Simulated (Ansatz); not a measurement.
## Geometry relaxation, with input and output: C

The run: geometry relaxation of C (Fmmm, 2 atoms in the cell). Method and program: DFT PBE+D3(BJ), scalar-relativistic, plane waves, PAW, no spin polarisation (Ansatz 0.2.0).

The structure derives from an entry of the Crystallography Open Database.

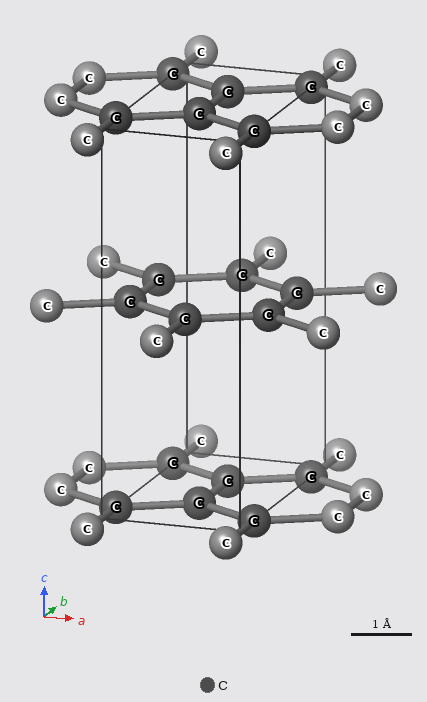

The structure as given in the input (ball-and-stick view of the cell 4 times as large as that of the calculation, set on its symmetry axes, seen slightly off an axis; neighbours outside the cell are drawn fainter). Near neighbours in the crystal (not all of them lie inside the picture): C has 3 C at 1.42 Å.

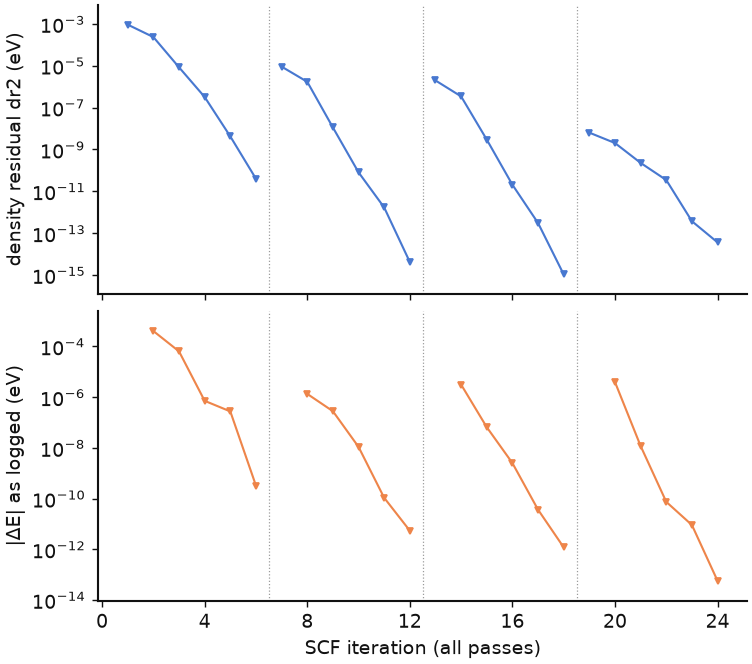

Convergence of the self-consistent field: density residual dr2 and size of the energy change against the SCF iteration. The dotted lines part the SCF passes of the relaxation: geometry steps, rejected trials and re-solves on a re-selected basis. The passes take 6, 6, 6 and 6 iterations.

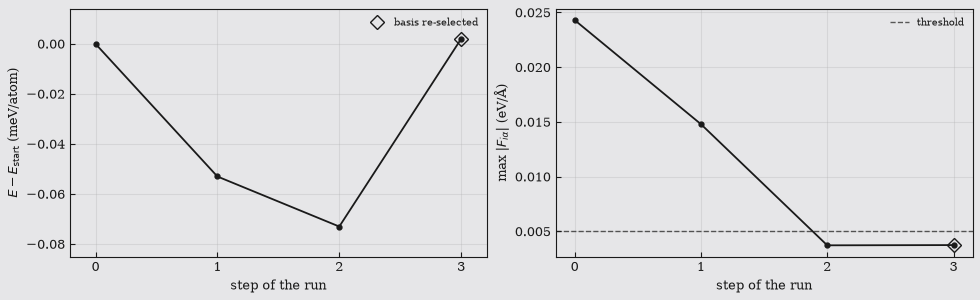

Progress of the relaxation, step by step (the first geometry is step 0 here and step 1 in the log). The atoms keep their places relative to the cell (all moves are under 0.005 Å). The volume changes by −0.2 %, with a 2.465 → 2.466 Å (0.0 %), b 4.269 → 4.268 Å (0.0 %), c 6.799 → 6.784 Å (−0.2 %). The space group stays Fmmm (No. 69). After 2 geometry steps the energy has fallen by 0.1 meV per atom. The largest force component goes from 0.024 to 0.0038 eV/Å. The pressure goes from 0.01 to −0.01 GPa. A last SCF at the same geometry on a re-selected plane-wave basis shifts the energy by +0.1 meV per atom.

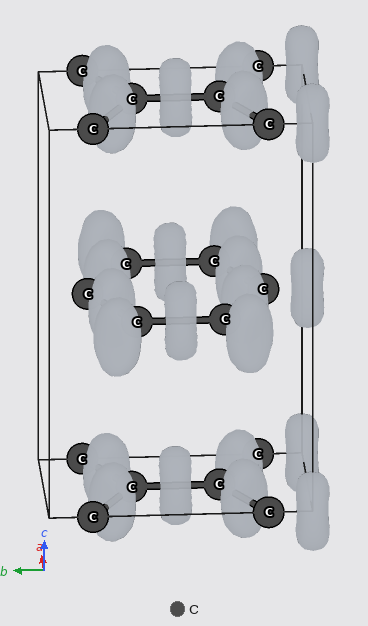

Isosurface of the electron localisation function at 0.8 (grey), seen at an oblique angle. Only the valence region is drawn (cores and ρ < 0.01 e/Å³ removed). Sticks mark near contacts. The outline is the cell set on symmetry axes. Values along the shortest contacts: C–C (1.42 Å): the ELF peaks at about 0.95 between the atoms (localised, shared-pair bonding). The fields are those of the smooth PAW valence density.

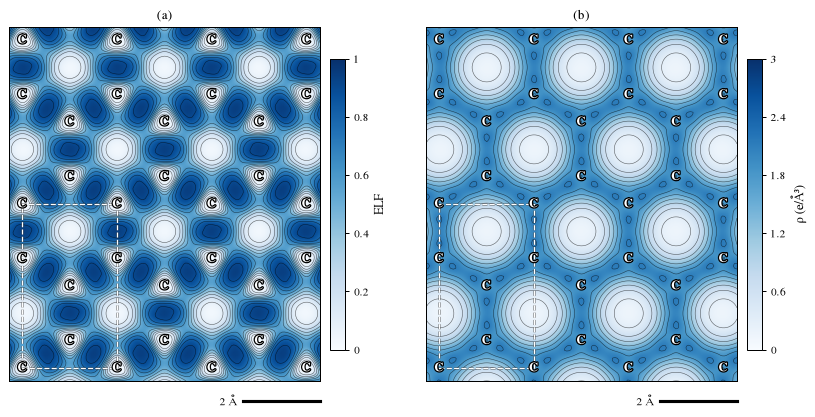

(a) ELF; (b) valence electron density on the (001) plane of the conventional cell. The section cuts through C sites. Away from the nuclei the density in this plane falls to 0.15 e/Å³ at its lowest.

The input that produced these results follows, with the program's output.

The input:
```yaml
crystal:
  lattice:
    - [0.0, 2.1345566522, 3.3995058127]
    - [1.2324769542, 0.0, 3.3995058127]
    - [1.2324769542, 2.1345566522, 0.0]
  atoms:
    - { symbol: C, position: [0.1667315844, 0.8332684156, 0.1667315844] }
    - { symbol: C, position: [0.8332684156, 0.1667315844, 0.8332684156] }
basis:
  ecutwfc: 420
kpoints:
  mp_grid: { grid: [18, 18, 18] }
hamiltonian:
  xc: pbe
  dispersion: d3bj
scf:
  occupations: { method: gaussian, width: 0.02 }
output:
  forces: true
  stress: true
  eigenvalues: true
  write_density: true
  write_potential: true
  elf: true
  volumetric_format: npy
relax:
  adjacent_minimum: "off"
  f_tol: 0.005
  max_steps: 80
  cell: { stress_tol: 0.05 }
```

Launch command:
```bash
ansatz run input.yaml --threads 2 --pin off --max-ram 6144MiB --backend cpu --events-out ev --progress --plain --runs-dir out
```

Output:
```
Engine: ansatz 0.2.0, x86_64-unknown-linux-gnu
Pseudopotentials: kind: paw
Pseudopotential: C, paw, valence charge 4, recommended cutoff 420 eV (normal), C.paw.azcp
Functional definition: PBE
  parameter kappa = 0.804
  parameter beta = 0.06672455060314922
  exchange = pbe_x(kappa = kappa, mu = beta*pi^2/3)
  correlation = pbe_c(beta = beta)
Crystal: 2 atoms, lattice volume = 17.887 Å³
Basis set: ecut = 420 eV, 333 PW (Γ), exchange–correlation on 54×50×36 points (8 copies of the dense FFT grid, shifted against one another)
Bands: 8, of which v1, the nominal top of the filled ones, is band 4 counted from 1 (3 counted from 0)
Symmetry: 8 space group operations
Space group: Fmmm (ITA 69), of the structure as read, at distance tolerance 2.6e-5 Å
k-points: 865 of 5832
Non-local potential: C, projectors of the file, l = 0: 2, l = 1: 2, l = 2: 1
PAW form: soft (Blöchl's): semilocal exchange-correlation on the pseudo side does not see the compensation charge
PAW one-centre angular grid: C, 110 points (default); XC on 64 Gauss nodes
Initial density: superposition of atomic densities (neutral atoms: chi_scale 0, normalization atom), corrected by the library's trained network
Initial wavefunctions: pseudopotential atomic-orbital guess
Functional: x = pbe(κ = 0.804, μ = 0.2195149727645171), c = pbe(β = 0.06672455060314922)
SCF iter   1: F=—  HF=-502.166785 eV  |F-HF|=—  |Δ(HF+E_count)|=         —  Δρ=2.42e-3  dr2=9.14e-4  ethr=1.77e-3  ⟨swp⟩=5.0  Hψ=46782  notcnv=0
preconditioner: auto → none  [insulator: Δε(μ)=0.072 eV  Ē_g=18.393 eV  σ=0.020 eV  W_gap=0.99  n_scr=2 (ndim 8)  ℏωp=24.8 eV  f_vac=0.010  D(μ)=0.00/eV (n_scr^D=0)  ε∞_Penn≈2.8]
SCF iter   2: F=—  HF=-502.167188 eV  |F-HF|=—  |Δ(HF+E_count)|=   4.03e-4  Δρ=1.27e-3  dr2=2.33e-4  ethr=1.14e-5  ⟨swp⟩=3.0  Hψ=20372  notcnv=0
SCF iter   3: F=—  HF=-502.167251 eV  |F-HF|=—  |Δ(HF+E_count)|=   6.37e-5  Δρ=2.55e-4  dr2=8.37e-6  ethr=2.92e-6  ⟨swp⟩=2.0  Hψ=13057  notcnv=0
SCF iter   4: F=—  HF=-502.167252 eV  |F-HF|=—  |Δ(HF+E_count)|=   7.13e-7  Δρ=6.97e-5  dr2=3.19e-7  ethr=1.05e-7  ⟨swp⟩=2.3  Hψ=10308  notcnv=0
iter 5 did not close the SCF: its close was put off for the readings that it lacked (scf_convergence_deferred on its scf_iter line)
SCF iter   5: F=-502.167252 eV  HF=-502.167252 eV  |F-HF|=1.10e-9  |Δ(HF+E_count)|=   2.73e-7  Δρ=6.34e-6  dr2=4.18e-9  ethr=3.99e-9  ⟨swp⟩=2.3  Hψ=9892  notcnv=0
SCF iter   6: F=-502.167252 eV  HF=-502.167252 eV  |F-HF|=2.27e-13  |Δ(HF+E_count)|=  3.23e-10  Δρ=5.87e-7  dr2=3.98e-11  ethr=5.23e-11  ⟨swp⟩=5.4  Hψ=33908  notcnv=0
SCF 1 converged in 6 iterations: F = -502.167252 eV  dr2 = 3.98e-11
  greatest PAW one-centre occupation: 0.673 electrons in one spin orbital (limit 2), on the C atom at site 1 (counted from 0), in its partial waves of l = 0
relax step   1: F+E_penalty+E_count = -502.16725229 eV  Δ(F+E_penalty+E_count) = +0.000e0 eV  max|allowed force component| = 2.431e-2 eV/Å  Δτ_max = 0.0000 Å  P = +0.011 GPa  Ω = 17.887 Å³  (6 SCF iters, dr2 threshold 1.00e-7 eV, accepted)
Crystal: 2 atoms, lattice volume = 17.861 Å³
Initial density: handed on by an earlier stage of this run
Initial wavefunctions: those handed on with the density
iter 1 solved again at ethr=1.39e-7 eV; its pass at ethr=3.10e-3 eV (dr2=1.11e-5 eV) is discarded
SCF iter   1: F=—  HF=-502.167357 eV  |F-HF|=—  |Δ(HF+E_count)|=         —  Δρ=2.07e-4  dr2=9.01e-6  ethr=1.39e-7  ⟨swp⟩=2.0  Hψ=62803  notcnv=0
preconditioner: auto → none  [insulator: Δε(μ)=0.073 eV  Ē_g=18.376 eV  σ=0.020 eV  W_gap=0.99  n_scr=2 (ndim 8)  ℏωp=24.9 eV  f_vac=0.006  D(μ)=0.00/eV (n_scr^D=0)  ε∞_Penn≈2.8]
SCF iter   2: F=—  HF=-502.167358 eV  |F-HF|=—  |Δ(HF+E_count)|=   1.34e-6  Δρ=9.08e-5  dr2=1.70e-6  ethr=1.13e-7  ⟨swp⟩=2.0  Hψ=9653  notcnv=0
iter 3 did not close the SCF: its close was put off for the readings that it lacked (scf_convergence_deferred on its scf_iter line)
SCF iter   3: F=-502.167358 eV  HF=-502.167358 eV  |F-HF|=1.03e-8  |Δ(HF+E_count)|=   2.78e-7  Δρ=1.09e-5  dr2=1.12e-8  ethr=2.12e-8  ⟨swp⟩=2.9  Hψ=10472  notcnv=0
iter 4 did not close the SCF: its close was put off for the readings that it lacked (scf_convergence_deferred on its scf_iter line)
SCF iter   4: F=-502.167358 eV  HF=-502.167358 eV  |F-HF|=8.04e-11  |Δ(HF+E_count)|=   1.09e-8  Δρ=7.10e-7  dr2=8.06e-11  ethr=1.40e-10  ⟨swp⟩=2.5  Hψ=9207  notcnv=0
iter 5 did not close the SCF: its close was put off for the readings that it lacked (scf_convergence_deferred on its scf_iter line)
SCF iter   5: F=-502.167358 eV  HF=-502.167358 eV  |F-HF|=4.89e-12  |Δ(HF+E_count)|=  1.07e-10  Δρ=1.68e-7  dr2=1.69e-12  ethr=1.01e-12  ⟨swp⟩=2.3  Hψ=10355  notcnv=0
SCF iter   6: F=-502.167358 eV  HF=-502.167358 eV  |F-HF|=1.71e-13  |Δ(HF+E_count)|=  5.40e-12  Δρ=7.46e-9  dr2=4.19e-15  ethr=1.00e-12  ⟨swp⟩=4.1  Hψ=26685  notcnv=0
SCF 2 converged in 6 iterations: F = -502.167358 eV  dr2 = 4.19e-15
relax step   2: F+E_penalty+E_count = -502.16735769 eV  Δ(F+E_penalty+E_count) = -1.054e-4 eV  max|allowed force component| = 1.480e-2 eV/Å  Δτ_max = 0.0001 Å  P = +0.002 GPa  Ω = 17.861 Å³  energy of the carried Pulay correction = +8.769e-5 eV  (6 SCF iters, dr2 threshold 2.00e-7 eV, accepted)
Crystal: 2 atoms, lattice volume = 17.850 Å³
iter 1 solved again at ethr=2.90e-8 eV; its pass at ethr=3.10e-3 eV (dr2=2.32e-6 eV) is discarded
SCF iter   1: F=—  HF=-502.167395 eV  |F-HF|=—  |Δ(HF+E_count)|=         —  Δρ=1.03e-4  dr2=1.97e-6  ethr=2.90e-8  ⟨swp⟩=2.0  Hψ=62837  notcnv=0
preconditioner: auto → none  [insulator: Δε(μ)=0.073 eV  Ē_g=18.377 eV  σ=0.020 eV  W_gap=0.99  n_scr=2 (ndim 8)  ℏωp=24.9 eV  f_vac=0.006  D(μ)=0.00/eV (n_scr^D=0)  ε∞_Penn≈2.8]
SCF iter   2: F=—  HF=-502.167398 eV  |F-HF|=—  |Δ(HF+E_count)|=   3.12e-6  Δρ=4.28e-5  dr2=3.41e-7  ethr=2.46e-8  ⟨swp⟩=2.0  Hψ=9790  notcnv=0
iter 3 did not close the SCF: its close was put off for the readings that it lacked (scf_convergence_deferred on its scf_iter line)
SCF iter   3: F=-502.167398 eV  HF=-502.167398 eV  |F-HF|=2.32e-9  |Δ(HF+E_count)|=   6.52e-8  Δρ=5.35e-6  dr2=2.95e-9  ethr=4.26e-9  ⟨swp⟩=2.8  Hψ=10470  notcnv=0
iter 4 did not close the SCF: its close was put off for the readings that it lacked (scf_convergence_deferred on its scf_iter line)
SCF iter   4: F=-502.167398 eV  HF=-502.167398 eV  |F-HF|=3.04e-11  |Δ(HF+E_count)|=   2.51e-9  Δρ=3.80e-7  dr2=2.06e-11  ethr=3.69e-11  ⟨swp⟩=2.6  Hψ=9521  notcnv=0
iter 5 did not close the SCF: its close was put off for the readings that it lacked (scf_convergence_deferred on its scf_iter line)
SCF iter   5: F=-502.167398 eV  HF=-502.167398 eV  |F-HF|=8.53e-13  |Δ(HF+E_count)|=  3.64e-11  Δρ=6.86e-8  dr2=3.06e-13  ethr=1.00e-12  ⟨swp⟩=2.0  Hψ=8761  notcnv=0
SCF iter   6: F=-502.167398 eV  HF=-502.167398 eV  |F-HF|=1.71e-13  |Δ(HF+E_count)|=  1.19e-12  Δρ=3.80e-9  dr2=1.07e-15  ethr=1.00e-12  ⟨swp⟩=4.0  Hψ=26239  notcnv=0
SCF 3 converged in 6 iterations: F = -502.167398 eV  dr2 = 1.07e-15
relax step   3: F+E_penalty+E_count = -502.16739792 eV  Δ(F+E_penalty+E_count) = -4.022e-5 eV  max|allowed force component| = 3.729e-3 eV/Å  Δτ_max = 0.0001 Å  P = +0.001 GPa  Ω = 17.850 Å³  energy of the carried Pulay correction = +1.249e-4 eV  (6 SCF iters, accepted)
Initial wavefunctions: pseudopotential atomic-orbital guess (no wavefunctions were taken with the density)
iter 1 solved again at ethr=1.71e-7 eV; its pass at ethr=3.10e-3 eV (dr2=1.37e-5 eV) is discarded
SCF iter   1: F=—  HF=-502.167244 eV  |F-HF|=—  |Δ(HF+E_count)|=         —  Δρ=1.69e-5  dr2=6.33e-9  ethr=1.71e-7  ⟨swp⟩=2.6  Hψ=65284  notcnv=0
eigensolver tolerance schedule: the retry pair's looser diagonalisation over-reported the residual by 2161.36 of it (diagonalisation noise at 0.14 of the residual, at the tolerance the schedule requests for it); recorded, not acted on — ethr = c·dr2/N_el stays at c = 1.0e-1
preconditioner: auto → none  [insulator: Δε(μ)=0.073 eV  Ē_g=18.377 eV  σ=0.020 eV  W_gap=0.99  n_scr=2 (ndim 8)  ℏωp=24.9 eV  f_vac=0.007  D(μ)=0.00/eV (n_scr^D=0)  ε∞_Penn≈2.8]
SCF iter   2: F=—  HF=-502.167248 eV  |F-HF|=—  |Δ(HF+E_count)|=   3.93e-6  Δρ=8.73e-6  dr2=2.02e-9  ethr=7.92e-11  ⟨swp⟩=2.9  Hψ=11638  notcnv=0
SCF iter   3: F=—  HF=-502.167248 eV  |F-HF|=—  |Δ(HF+E_count)|=   1.18e-8  Δρ=1.16e-6  dr2=2.27e-10  ethr=2.53e-11  ⟨swp⟩=2.0  Hψ=10380  notcnv=0
SCF iter   4: F=—  HF=-502.167248 eV  |F-HF|=—  |Δ(HF+E_count)|=  7.40e-11  Δρ=4.79e-7  dr2=3.45e-11  ethr=2.84e-12  ⟨swp⟩=1.9  Hψ=8858  notcnv=0
iter 5 did not close the SCF: its close was put off for the readings that it lacked (scf_convergence_deferred on its scf_iter line)
SCF iter   5: F=-502.167248 eV  HF=-502.167248 eV  |F-HF|=5.68e-14  |Δ(HF+E_count)|=  9.04e-12  Δρ=3.88e-8  dr2=3.72e-13  ethr=1.00e-12  ⟨swp⟩=2.0  Hψ=9920  notcnv=0
SCF iter   6: F=-502.167248 eV  HF=-502.167248 eV  |F-HF|=5.68e-14  |Δ(HF+E_count)|=  5.68e-14  Δρ=1.19e-8  dr2=3.62e-14  ethr=1.00e-12  ⟨swp⟩=3.5  Hψ=24461  notcnv=0
SCF 4 converged in 6 iterations: F = -502.167248 eV  dr2 = 3.62e-14
relax step   4: F+E_penalty+E_count = -502.16724826 eV  Δ(F+E_penalty+E_count) = +1.497e-4 eV  max|allowed force component| = 3.751e-3 eV/Å  Δτ_max = 0.0000 Å  P = -0.010 GPa  Ω = 17.850 Å³  stress off target by 4.53e-2 GPa  SCF on the basis re-selected at this cell (its energy is not comparable with the rows above)  (6 SCF iters)
basis re-selected at this cell: Δ(F+E_penalty+E_count) = +1.497e-4 eV, ΔP = -0.012 GPa vs the last step (what re-selecting the basis moved, of the pressure what is left beyond the Pulay correction that the steps carried, after the strain that the cell walked since its last selection, with what the two solves' SCF thresholds leave and, on support functions, any second-order correction that the steps lacked; it is no measure of the basis error at this ecutwfc). This SCF's stress stands 4.53e-2 GPa from its target on what of the cell is left free (relax.cell.stress_tol is 5.00e-2 GPa) and its largest allowed force component is 3.75e-3 eV/Å (relax.f_tol is 5.00e-3 eV/Å): within both
SCF converged after 6 iterations
Free energy (F): -502.167248 eV
Harris-Foulkes:  -502.167248 eV  (|F-HF|=5.68e-14)
Internal energy: -502.167248 eV  (E = F + TS)
E sigma→0 (E₀):  -502.167248 eV
Entropy (-TS):   -0.000001 eV (-0.000 meV/atom)
Fermi energy:    6.863948 eV
--- Per-component energies (eV) ---
  E_band       = -18.117658
  E_kinetic    = 181.890229
  E_local      = -311.349838  (includes V_loc(G=0)·N_el)
  E_nonlocal   = 54.611976
  E_hartree    = 94.625477
  E_xc         = -96.035464
  E_vxc        = -118.910236  (∫ρ·V_xc dr)
  E_paw        = -198.691103  (= ΣΔE_a)
  E_vpaw       = -13.610763  (= ΣTr[D̂ρ^β])
  E_aug_tail   = 0.000016  (compensation charges beyond the density's cutoff)
  E_ewald      = -226.909919
  E_disp       = -0.308623  (pairwise vdW)
  E_smearing   = -0.000001  (= −TS)
  E_closure    = -0.000000  (closes the sum)
  Σ components = -502.167248   (vs F -502.167248, Δ=0.00e0)
--- Forces (eV/Å), atoms counted from 1 ---
  atom   1  C      0.00000000    -0.00375120     0.00000000
  atom   2  C      0.00000000     0.00375120     0.00000000
  max |Σ_I F_I| component: 0.00e0 eV/Å
--- Stress (GPa, compression-positive) ---
       -0.035275       0.000000       0.000000
        0.000000      -0.041384       0.000000
        0.000000       0.000000       0.045334
  P = ⅓ Tr σ = -0.0104 GPa (-0.104 kbar)
--- Band table (eV; the first three rows and the last of 865) ---
  k-point 0: bands = ["-12.7801", "0.2492", "3.8485", "3.8610", "11.0616", "15.2102", "15.2736", "18.2458"]
  k-point 1: bands = ["-12.7046", "0.3157", "3.5617", "3.6951", "11.1876", "15.2942", "15.5447", "17.9756"]
  k-point 2: bands = ["-12.4785", "0.5156", "2.7488", "3.2786", "11.5636", "15.3379", "16.4286", "17.2095"]
  k-point 864: bands = ["-12.5043", "-1.6101", "3.8283", "3.8599", "15.1800", "15.2435", "17.1627", "18.3756"]
--- Relaxed structure (3 steps of the walk, 3 accepted, 1 SCFs on fresh bases) ---
  F+E_penalty+E_count = -502.16724826 eV   max|allowed force component| = 3.751e-3 eV/Å   (the final SCF, on the basis selected at the relaxed cell)
  cell:  # Å, volume = 17.8496 Å³
    - [0.0, 2.1341717702755996, 3.3921351587367607]
    - [1.2328129400541565, 0.0, 3.3921351587367607]
    - [1.2328129400541565, 2.1341717702755996, 0.0]
  atoms:
    - { symbol: C, position: [0.16669966230367045, 0.8333003376963295, 0.16669966230367056] }
    - { symbol: C, position: [0.8333003376963293, 0.16669966230367056, 0.8333003376963295] }
```

Trajectory as extended XYZ (Å, eV, eV/Å), 4 frames, from step=1 to step=4:
```
2
Lattice="0.0000 2.1346 3.3995 1.2325 0.0000 3.3995 1.2325 2.1346 0.0000" Properties=species:S:1:pos:R:3:forces:R:3 step=1 energy=-502.16725 pressure_GPa=0.01
C     1.2325    0.7118    3.3995    0.0000  -0.0243   0.0000
C     1.2325    3.5573    3.3995    0.0000   0.0243   0.0000
2
Lattice="0.0000 2.1343 3.3943 1.2327 0.0000 3.3943 1.2327 2.1343 0.0000" Properties=species:S:1:pos:R:3:forces:R:3 step=2 energy=-502.16736 pressure_GPa=0.00
C     1.2327    0.7117    3.3943    0.0000  -0.0148   0.0000
C     1.2327    3.5569    3.3943    0.0000   0.0148   0.0000
2
Lattice="0.0000 2.1342 3.3921 1.2328 0.0000 3.3921 1.2328 2.1342 0.0000" Properties=species:S:1:pos:R:3:forces:R:3 step=3 energy=-502.16740 pressure_GPa=0.00
C     1.2328    0.7115    3.3921    0.0000  -0.0037   0.0000
C     1.2328    3.5568    3.3921    0.0000   0.0037   0.0000
2
Lattice="0.0000 2.1342 3.3921 1.2328 0.0000 3.3921 1.2328 2.1342 0.0000" Properties=species:S:1:pos:R:3:forces:R:3 step=4 energy=-502.16725 pressure_GPa=-0.01
C     1.2328    0.7115    3.3921    0.0000  -0.0038   0.0000
C     1.2328    3.5568    3.3921    0.0000   0.0038   0.0000
```

Results in brief:

| quantity | value |
| --- | --- |
| outcome | converged |
| space group (tolerance 0.01 Å) | Fmmm (69) |
| electrons treated | 8 |
| free energy | −502.1672 eV |
| Fermi energy | 6.864 eV |
| gap on the k-point mesh | 0.07 eV |
| pressure | −0.01 GPa |
| final volume | 17.85 Å³ |
| largest force (length of the vector) at the end | 0.004 eV/Å |
| final cell | a = 4.008 Å, b = 3.609 Å, c = 2.465 Å, α = 80.16°, β = 62.54°, γ = 37.30° |
| hardware | 2 threads of an x86-64 CPU, shared host |
| wall time | 11 s (CPU time 22 s) |
| peak memory | 0.52 GiB |
